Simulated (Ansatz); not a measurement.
# Mending a geometry relaxation on Mo

System: Mo (Im-3m, 1 atom in the cell).
Method of run A: DFT, PBEsol, plane waves, PAW, no spin polarisation (Ansatz 0.2.0).

The structure derives from an entry of the Crystallography Open Database. Some settings of this run were made unusual or wrong on purpose. Text and figures count atoms from 1; the logs count them from 0 in places.

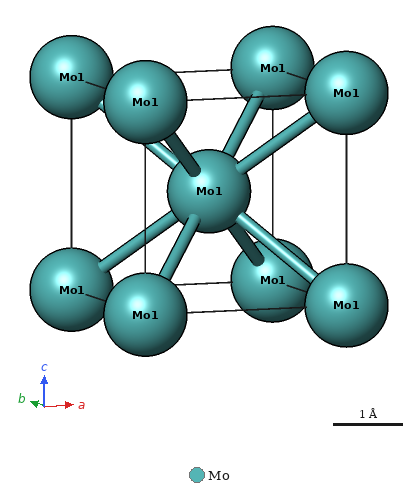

The starting structure (ball-and-stick view of the cell 2 times as large as that of the calculation, set on its symmetry axes, seen slightly off an axis; atoms are numbered from 1 in the order of the input).

The input, run A:
```yaml
crystal:
  lattice:
    - [-1.571, 1.571, 1.571]
    - [1.571, -1.571, 1.571]
    - [1.571, 1.571, -1.571]
  atoms:
    - { symbol: Mo, position: [0.0, 0.0, 0.0] }
basis:
  ecutwfc: 420
kpoints:
  mp_grid: { grid: [18, 18, 18] }
hamiltonian:
  xc: pbesol
scf:
  occupations: { method: fixed }
  max_iter: 60
output:
  forces: true
  eigenvalues: true
  stress: true
relax:
  adjacent_minimum: "off"
  f_tol: 0.005
  max_steps: 80
  cell: { stress_tol: 0.05 }
```

Command:
```bash
ansatz run input.yaml --threads 1 --pin off --max-ram 2560MiB --backend cpu --events-out ev --progress --plain --runs-dir out
```

Hardware: 1 thread of Intel Xeon @ 2.50GHz (Skylake/Cascade Lake), 32 GiB of memory available, shared host.

Output, shortened to warnings, some set-up lines, iterations and results (run A):
```
WARN: a fill by count may have filled part of one level: at k-index 157 the highest filled band, 20.001781 eV, and the lowest empty band, 20.001781 eV, stand 0.000e0 eV apart, within the solve's uncertainty, 3.162e-6 eV. If they are one level, whatever splits it, however little, can move the result. A smearing (`scf.occupations.method` with a `width`) well over the split that the run's …
Basis set: ecut = 420 eV, 321 PW (Γ), exchange–correlation on 40×40×40 points (8 copies of the dense FFT grid, shifted against one another)
Symmetry: 48 space group operations
k-points: 195 of 5832
Initial density: superposition of atomic densities (neutral atoms: chi_scale 0, normalization atom), corrected by the library's trained network
[...]
SCF iter   1: F=—  HF=-4897.201534 eV  |F-HF|=—  |Δ(HF+E_count)|=         —  Δρ=1.00e-2  dr2=1.33e-2  ethr=1.77e-3  ⟨swp⟩=4.0  Hψ=11396  notcnv=0  defer=364
SCF iter   2: F=—  HF=-4897.196609 eV  |F-HF|=—  |Δ(HF+E_count)|=   4.93e-3  Δρ=3.67e-3  dr2=7.96e-4  ethr=9.51e-5  ⟨swp⟩=2.8  Hψ=4777  notcnv=0  defer=387
SCF iter   3: F=—  HF=-4897.196373 eV  |F-HF|=—  |Δ(HF+E_count)|=   2.36e-4  Δρ=1.26e-3  dr2=9.81e-5  ethr=5.69e-6  ⟨swp⟩=1.4  Hψ=2283  notcnv=0  defer=385
SCF iter   4: F=—  HF=-4897.196343 eV  |F-HF|=—  |Δ(HF+E_count)|=   3.02e-5  Δρ=5.37e-5  dr2=1.09e-7  ethr=7.01e-7  ⟨swp⟩=1.8  Hψ=3137  notcnv=0  defer=30
SCF iter   5: F=-4897.196343 eV  HF=-4897.196343 eV  |F-HF|=8.55e-10  |Δ(HF+E_count)|=   4.55e-8  Δρ=8.52e-6  dr2=3.85e-9  ethr=7.82e-10  ⟨swp⟩=2.5  Hψ=3278  notcnv=0  …
[... 23 lines ...]
SCF iter   2: F=—  HF=-4897.197437 eV  |F-HF|=—  |Δ(HF+E_count)|=   6.79e-7  Δρ=9.79e-6  dr2=2.25e-9  ethr=6.63e-11  ⟨swp⟩=2.0  Hψ=2907  notcnv=0  defer=223
SCF iter   3: F=—  HF=-4897.197437 eV  |F-HF|=—  |Δ(HF+E_count)|=   1.80e-9  Δρ=6.40e-7  dr2=6.06e-11  ethr=1.61e-11  ⟨swp⟩=1.0  Hψ=2145  notcnv=0  defer=223
SCF iter   4: F=-4897.197437 eV  HF=-4897.197437 eV  |F-HF|=1.82e-12  |Δ(HF+E_count)|=  2.09e-11  Δρ=8.91e-8  dr2=5.00e-13  ethr=1.00e-12  ⟨swp⟩=7.4  Hψ=11141  notcnv=0
SCF 5 converged in 4 iterations: F = -4897.197437 eV  dr2 = 5.00e-13
relax step   5: F+E_penalty+E_count = -4897.19743658 eV  Δ(F+E_penalty+E_count) = -2.462e-5 eV  max|allowed force component| = 0.000e0 eV/Å  Δτ_max = 0.0000 Å  P = +0.000 GPa …
basis re-selected at this cell: Δ(F+E_penalty+E_count) = -2.462e-5 eV, ΔP = -0.001 GPa vs the last step (what re-selecting the basis moved, of the pressure what is left beyond the Pulay correction that the steps carried, after the strain that the cell walked since its last selection, with what the …
SCF converged after 4 iterations
Free energy (F): -4897.197437 eV
Harris-Foulkes:  -4897.197437 eV  (|F-HF|=1.82e-12)
Internal energy: -4897.197437 eV  (E = F + TS)
E sigma→0 (E₀):  -4897.197437 eV
Fermi energy:    24.888861 eV
--- Per-component energies (eV) ---
  E_band       = -57.055530
  E_kinetic    = 440.615811
  E_local      = -784.542081  (includes V_loc(G=0)·N_el)
  E_nonlocal   = 144.164370
  E_hartree    = 258.022717
  E_xc         = -182.375245
  E_vxc        = -228.425602  (∫ρ·V_xc dr)
  E_paw        = -3143.662998  (= ΣΔE_a)
  E_vpaw       = -144.913486  (= ΣTr[D̂ρ^β])
  E_aug_tail   = 0.000037  (compensation charges beyond the density's cutoff)
  E_ewald      = -1629.629346
  E_core_change = 0.209299  (= ΣΔE_core)
  E_smearing   = -0.000000  (= −TS)
  E_closure    = 0.000000  (closes the sum)
  Σ components = -4897.197437   (vs F -4897.197437, Δ=0.00e0)
--- Forces (eV/Å), atoms counted from 1 ---
  atom   1  Mo    -0.00000000     0.00000000     0.00000000
  max |Σ_I F_I| component: 2.36e-32 eV/Å
--- Stress (GPa, compression-positive) ---
        0.000038      -0.000000       0.000000
       -0.000000       0.000038      -0.000000
        0.000000       0.000000       0.000038
  P = ⅓ Tr σ = 0.0000 GPa (0.000 kbar)
--- Relaxed structure (4 steps of the walk, 3 accepted, 1 SCFs on fresh bases) ---
  F+E_penalty+E_count = -4897.19743658 eV   max|allowed force component| = 0.000e0 eV/Å   (the final SCF, on the basis selected at the relaxed cell)
  cell:  # Å, volume = 15.6483 Å³
    - [-1.5756833963980674, 1.5756833963980674, 1.5756833963980674]
    - [1.5756833963980674, -1.5756833963980674, 1.5756833963980674]
    - [1.5756833963980674, 1.5756833963980674, -1.5756833963980674]
  atoms:
    - { symbol: Mo, position: [0.0, 0.0, 0.0] }
```

**Diagnose this run and give a change of the input that cures it.**

This input holds a deliberate fault: fixed occupations whatever the gap (`scf.occupations`). Fixed occupations are valid only where a gap stays open. The run converged all the same; its numbers are those of the faulty input and shouldn't be used. Notes on the run: filled and empty bands overlap.

A run of the same system that converges differs from this input as follows (lines with − go, lines with + come):
```diff
-  occupations: { method: fixed }
-  max_iter: 60
+  occupations: { method: gaussian, width: 0.1 }
```

Output, shortened to warnings, some set-up lines, iterations and results (run B):
```
Basis set: ecut = 420 eV, 321 PW (Γ), exchange–correlation on 40×40×40 points (8 copies of the dense FFT grid, shifted against one another)
Symmetry: 48 space group operations
k-points: 195 of 5832
Initial density: superposition of atomic densities (neutral atoms: chi_scale 0, normalization atom), corrected by the library's trained network
[...]
SCF iter   1: F=—  HF=-4897.469255 eV  |F-HF|=—  |Δ(HF+E_count)|=         —  Δρ=5.99e-3  dr2=3.91e-3  ethr=1.77e-3  ⟨swp⟩=5.0  Hψ=12539  notcnv=0
SCF iter   2: F=—  HF=-4897.467925 eV  |F-HF|=—  |Δ(HF+E_count)|=   1.33e-3  Δρ=2.21e-3  dr2=2.05e-4  ethr=2.79e-5  ⟨swp⟩=2.4  Hψ=4696  notcnv=0
SCF iter   3: F=—  HF=-4897.467907 eV  |F-HF|=—  |Δ(HF+E_count)|=   1.81e-5  Δρ=8.91e-4  dr2=3.19e-5  ethr=1.46e-6  ⟨swp⟩=1.0  Hψ=2137  notcnv=0
SCF iter   4: F=—  HF=-4897.467907 eV  |F-HF|=—  |Δ(HF+E_count)|=   1.42e-7  Δρ=4.25e-5  dr2=9.02e-8  ethr=2.28e-7  ⟨swp⟩=1.6  Hψ=2833  notcnv=0
SCF iter   5: F=-4897.467907 eV  HF=-4897.467907 eV  |F-HF|=1.07e-9  |Δ(HF+E_count)|=   5.89e-8  Δρ=5.60e-6  dr2=2.28e-9  ethr=6.44e-10  ⟨swp⟩=2.1  Hψ=2849  notcnv=0
[... 22 lines ...]
SCF iter   2: F=—  HF=-4897.469868 eV  |F-HF|=—  |Δ(HF+E_count)|=   3.92e-7  Δρ=9.44e-6  dr2=3.65e-9  ethr=1.34e-10  ⟨swp⟩=2.0  Hψ=2916  notcnv=0
SCF iter   3: F=—  HF=-4897.469868 eV  |F-HF|=—  |Δ(HF+E_count)|=  5.75e-10  Δρ=6.43e-7  dr2=3.56e-11  ethr=2.61e-11  ⟨swp⟩=2.0  Hψ=3454  notcnv=0
SCF iter   4: F=-4897.469868 eV  HF=-4897.469868 eV  |F-HF|=2.73e-12  |Δ(HF+E_count)|=  1.82e-12  Δρ=2.58e-7  dr2=2.02e-12  ethr=1.00e-12  ⟨swp⟩=5.0  Hψ=7701  notcnv=0
SCF 5 converged in 4 iterations: F = -4897.469868 eV  dr2 = 2.02e-12
relax step   5: F+E_penalty+E_count = -4897.46986846 eV  Δ(F+E_penalty+E_count) = +3.228e-5 eV  max|allowed force component| = 0.000e0 eV/Å  Δτ_max = 0.0000 Å  P = +0.004 GPa …
basis re-selected at this cell: Δ(F+E_penalty+E_count) = +3.228e-5 eV, ΔP = +0.001 GPa vs the last step (what re-selecting the basis moved, of the pressure what is left beyond the Pulay correction that the steps carried, after the strain that the cell walked since its last selection, with what the …
SCF converged after 4 iterations
Free energy (F): -4897.469868 eV
Harris-Foulkes:  -4897.469868 eV  (|F-HF|=2.73e-12)
Internal energy: -4897.467532 eV  (E = F + TS)
E sigma→0 (E₀):  -4897.468700 eV
Entropy (-TS):   -0.002337 eV (-2.337 meV/atom)
Fermi energy:    21.485995 eV
--- Per-component energies (eV) ---
  E_band       = -49.676529
  E_kinetic    = 441.629043
  E_local      = -770.595334  (includes V_loc(G=0)·N_el)
  E_nonlocal   = 144.564060
  E_hartree    = 254.402584
  E_xc         = -182.721897
  E_vxc        = -228.893410  (∫ρ·V_xc dr)
  E_paw        = -3143.837967  (= ΣΔE_a)
  E_vpaw       = -145.186109  (= ΣTr[D̂ρ^β])
  E_aug_tail   = 0.000041  (compensation charges beyond the density's cutoff)
  E_ewald      = -1641.117361
  E_core_change = 0.209299  (= ΣΔE_core)
  E_smearing   = -0.002337  (= −TS)
  E_closure    = -0.000000  (closes the sum)
  Σ components = -4897.469868   (vs F -4897.469868, Δ=0.00e0)
--- Forces (eV/Å), atoms counted from 1 ---
  atom   1  Mo     0.00000000    -0.00000000     0.00000000
  max |Σ_I F_I| component: 6.98e-32 eV/Å
--- Stress (GPa, compression-positive) ---
        0.004084       0.000000      -0.000000
        0.000000       0.004084      -0.000000
       -0.000000       0.000000       0.004084
  P = ⅓ Tr σ = 0.0041 GPa (0.041 kbar)
--- Relaxed structure (4 steps of the walk, 3 accepted, 1 SCFs on fresh bases) ---
  F+E_penalty+E_count = -4897.46986846 eV   max|allowed force component| = 0.000e0 eV/Å   (the final SCF, on the basis selected at the relaxed cell)
  cell:  # Å, volume = 15.3220 Å³
    - [-1.5646534270567118, 1.5646534270567118, 1.5646534270567118]
    - [1.5646534270567118, -1.5646534270567118, 1.5646534270567118]
    - [1.5646534270567118, 1.5646534270567118, -1.5646534270567118]
  atoms:
    - { symbol: Mo, position: [0.0, 0.0, 0.0] }
```

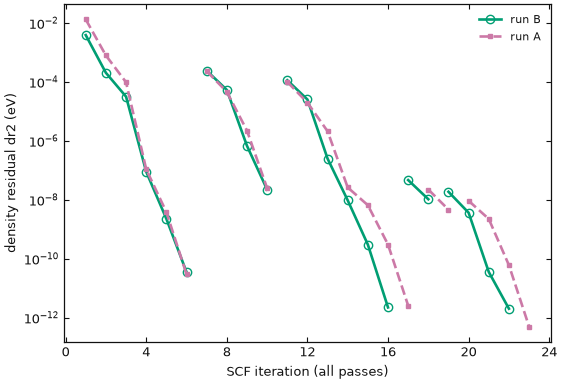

Convergence of the two runs: density residual dr2 against the SCF iteration. A break in a curve parts two SCF passes. Run B takes 22 iterations in all, and run A takes 23.

The two runs side by side:

| quantity | run A | run B |
| --- | --- | --- |
| outcome | converged | converged |
| free energy per atom (eV) | −4897.1974 | −4897.4699 |
| energy per atom, smearing taken to zero (eV) | −4897.1974 | −4897.4687 |
| gap on the mesh (eV) | 0.00 | 0.00 |
| pressure (GPa) | 0.00 | 0.00 |
| volume per atom (Å³) | 15.65 | 15.32 |
| largest force (eV/Å) | 0.000 | 0.000 |
| SCF iterations | 23 | 22 |
| irreducible k-points | 195 | 195 |
| wall time (shared host) | 15 s | 12 s |

The total energy of run B is 271.3 meV per atom lower, which comes with the changed settings and measures no stability. The volume per atom goes from 15.65 to 15.32 Å³. The SCF takes 22 iterations over all geometry steps against 23.
